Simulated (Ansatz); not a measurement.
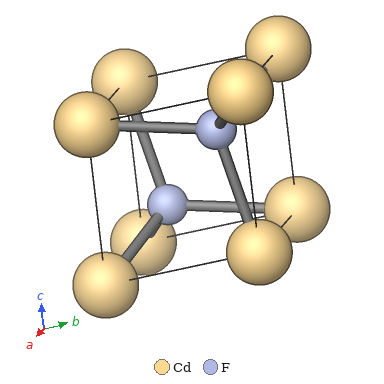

System: CdF₂, space group Fm-3m (No. 225). The picture shows the cell.

The given structure:
```yaml
crystal:
  lattice:
    - [0.00000, 2.69400, 2.69400]
    - [2.69400, 0.00000, 2.69400]
    - [2.69400, 2.69400, 0.00000]
  atoms:
    - { symbol: Cd, position: [0.00000, 0.00000, 0.00000] }
    - { symbol: F, position: [0.25000, 0.25000, 0.25000] }
    - { symbol: F, position: [0.75000, 0.75000, 0.75000] }
```

Method: homogeneous strain of a crystal along one Voigt pattern with engineering shear, fractional coordinates fixed, by plane-wave density functional theory with PAW datasets, free energies less that of the undisturbed cell; scalar-relativistic (Ansatz 0.2.0). Level: LDA, no spin polarisation.

wave cutoff 420 eV; k mesh 8×8×8; occupations Gaussian; smearing width 0.05 eV; k shift (0, 0, 0) (mesh steps); start as given; strain pattern (1, 0, 0, 0, 0, 0) (xx yy zz yz xz xy with engineering shear).

Describe the result: the energy change and tensile stress summed over the strain pattern against strain. The strain takes the values −0.1500, −0.1125, −0.0750, −0.0375, 0.0000, 0.0375, 0.0750, 0.1125, 0.1312, 0.1500.

The energy falls towards negative values, so the start isn't a stationary minimum along this path. The energy change is 140 meV/atom at strain −0.1500 and 200 meV/atom at 0.1500; the lowest computed point is at strain −0.0375 (−7 meV/atom). The tensile stress summed over the strain pattern rises from −34.5 GPa at strain −0.1500 to 25.0 GPa at 0.1500, and changes sign near −0.030. The slope of stress against strain at the start, which at zero pressure is the clamped-ion constant C11, is 173 GPa. The second derivative of tensile stress is −930 GPa.

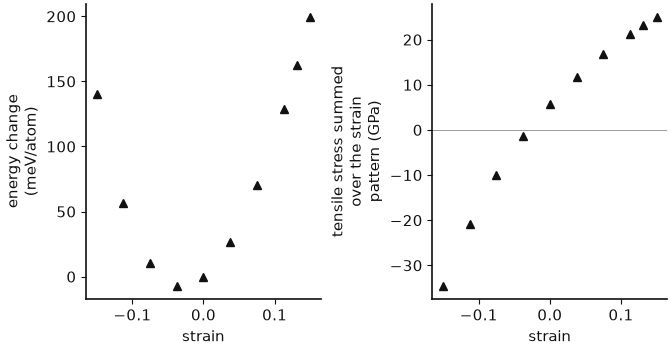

Limits of the calculation: reference crystal is not relaxed.
